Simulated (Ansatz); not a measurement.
## Electronic structure of AlO in real space

```cif
data_structure
_symmetry_space_group_name_H-M 'P 1'
_symmetry_Int_Tables_number 1
_cell_length_a 2.7116
_cell_length_b 2.7116
_cell_length_c 2.7116
_cell_angle_alpha 90.000
_cell_angle_beta 90.000
_cell_angle_gamma 90.000
_cell_volume 19.94
loop_
_atom_site_label
_atom_site_type_symbol
_atom_site_fract_x
_atom_site_fract_y
_atom_site_fract_z
_atom_site_occupancy
Al1 Al 0.50000 0.50000 0.50000 1
O1 O 0.00000 0.00000 0.00000 1
```

Space group Pm-3m; a generated structure, not necessarily the stable one.

Theory: Kohn-Sham DFT of a periodic cell, LDA, Ansatz PAW in Ansatz.

In a PAW calculation such maps are meaningful between the atoms, not at the nuclei.

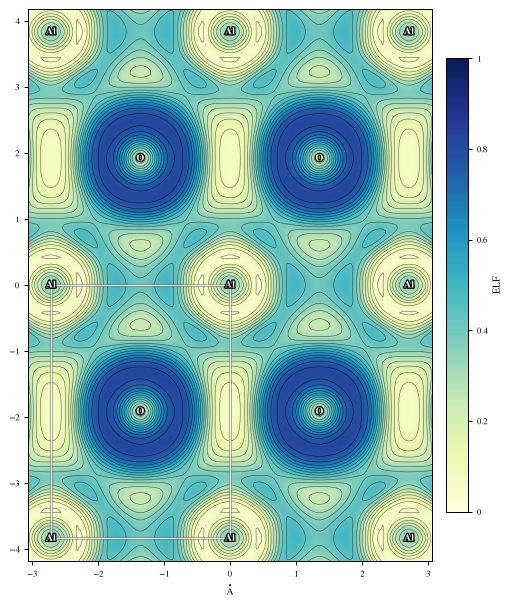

Figure 1. Electron localisation function on the (101) plane of the conventional cell.

Q: Describe what can be read from this map.

A: Atoms in the plane: Al and O. Al–O (2.35 Å): the ELF is about 0.40 at the midpoint.

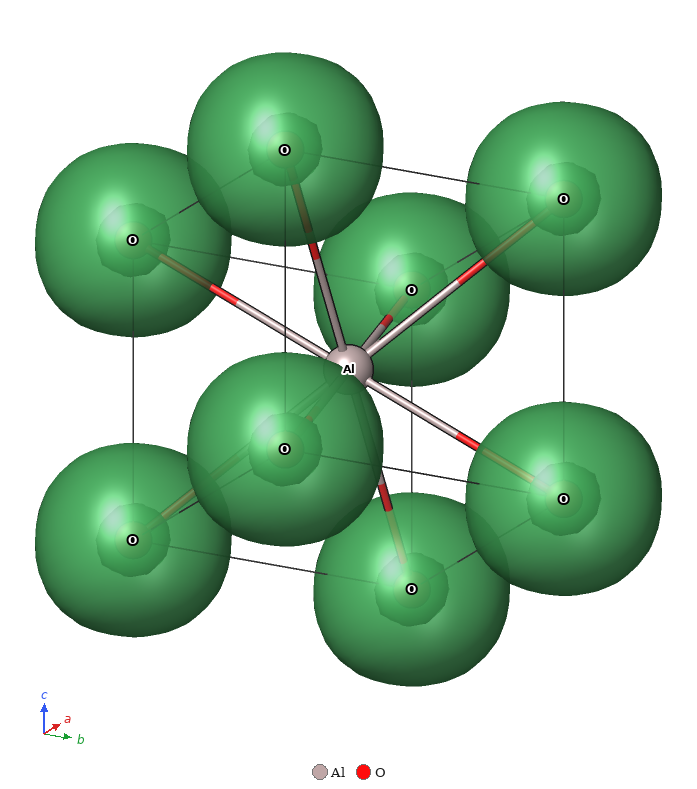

Figure 2. Isosurface of the electron localisation function at 0.65 (green), seen at an oblique angle. Only the valence region is drawn (cores and ρ < 0.01 e/Å³ removed). Sticks mark near contacts.

Q: Where are the electrons localised?

A: The ELF exceeds this value in one region wrapped around O (its valence shell), counted in one cell of 2 atoms. Any copies at cell faces, edges or corners count once.

Q: Does the calculation make it a metal, or give it a gap?

A: It is gapless in this calculation (a metal or semimetal).
